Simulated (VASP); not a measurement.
System SiO2 (space group P4_2/mnm, No. 136); source of the atomic positions: a cell listed in the Materials Project, as set up for an electronic-structure calculation.

```xyz
6
Lattice="4.2332 0.0000 0.0000 0.0000 4.2332 0.0000 0.0000 0.0000 2.6935" Properties=species:S:1:pos:R:3 pbc="T T T"
Si    0.0000    0.0000    0.0000
Si    2.1166    2.1166    1.3467
O     3.4155    0.8177    1.3467
O     1.2989    1.2989    0.0000
O     0.8177    3.4155    1.3467
O     2.9343    2.9343    0.0000
```

Describe how the polyhedra about Si are linked (bonds: O–Si below 2.1 Å).

Si: SiO6 octahedron, sharing edges with two neighbours and corners with eight neighbours.

They form a three-dimensional framework of corner- and edge-sharing octahedra.

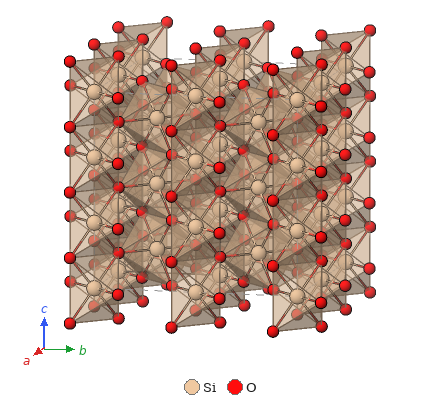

Polyhedra are drawn about Si (bonds: O–Si below 2.1 Å); other atoms are plain spheres.
